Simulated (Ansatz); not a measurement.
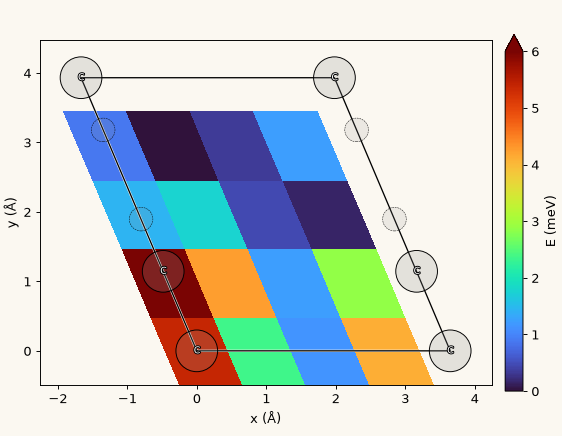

Energy landscape of CO on a C(110) slab cut from the R-3m phase, its upper half relaxed before the scan (10 atoms of substrate and one adsorbate in a 1 × 1 cell). 
- CO (O end down) is moved over the surface cell at a fixed height above a rigid substrate; the origin of the map has the adsorbate above C9; the height is held at 3.60 Å.
- Places are given modulo a cell vector. The map is drawn in real space over the plane of the surface.
- The grid has 4 × 4 points.
- Energies are in meV, from the lowest grid point.
- With one adsorbate in each 1 × 1 cell, its nearest image is 3.6 Å away, so neighbouring adsorbates interact. At a fixed height the lowest place need not be the adsorption site.
- Method: DFT PBE+D3(BJ), scalar-relativistic, plane waves, PAW (Ansatz). Settings: cutoff 420 eV, k-mesh 8×7×1, gaussian smearing 0.05 eV, no spin polarisation.

In the figure: one coloured cell a grid point, labelled circles for the atoms of the top layer and small ones for the second layer, the outline of one cell of the plane, one colour for all values above the top of the scale. 

Question: Describe this landscape.

Answer: The lowest grid point is at (1/4, 3/4) of the cell vectors. The same energy is found at (3/4, 2/4) of the cell vectors. The highest grid point, (0/4, 1/4) of the cell vectors, lies 6.00 meV above the lowest.

Grid values (meV):

```csv
"second ↓, first →",0/4,1/4,2/4,3/4
3/4,0.88,0.00,0.33,1.23
2/4,1.44,1.76,0.45,0.15
1/4,6.00,4.26,1.23,2.88
0/4,5.38,2.35,1.13,4.11
```

The input of one point:

```yaml
crystal:
  lattice:
    - [3.6473242347, 0.0, 0.0]
    - [-1.6658829406, 3.931015097, 0.0]
    - [0.0, 0.0, 23.5809581735]
  atoms:
    - { symbol: C, position: [0.500179934, 0.3333933113, 0.1696283913] }
    - { symbol: C, position: [0.499820066, 0.6666066887, 0.1696283913] }
    - { symbol: C, position: [0.500179934, 0.8333933113, 0.2218942371] }
    - { symbol: C, position: [0.499820066, 0.1666066887, 0.2218942371] }
    - { symbol: C, position: [0.5000212339, 0.3353169667, 0.2741412245] }
    - { symbol: C, position: [0.4999787661, 0.6646830333, 0.2741412245] }
    - { symbol: C, position: [0.5001286265, 0.8366480408, 0.3266192407] }
    - { symbol: C, position: [0.4998713735, 0.1633519592, 0.3266192407] }
    - { symbol: C, position: [0.4997623712, 0.3544335279, 0.3744953071] }
    - { symbol: C, position: [0.5002376288, 0.6455664721, 0.3744953071] }
    - { symbol: O, position: [0.7497623712, 1.1044335279, 0.5271608593] }
    - { symbol: C, position: [0.7497623712, 1.1044335279, 0.5759290218] }
basis:
  ecutwfc: 420
kpoints:
  mp_grid: { grid: [8, 7, 1] }
hamiltonian:
  xc: pbe
  pseudopotentials: { kind: paw, azcp: { folder: soft_1 } }
  dispersion: d3bj
scf:
  occupations: { method: gaussian, width: 0.05 }
output:
  forces: true
  eigenvalues: true
efield:
  axis: 3
  dipole_correction: true
  ramp_width: 0.04
```

The whole map (16 points run) took 14 min on 1 thread of Arm Neoverse V1 (shared host).
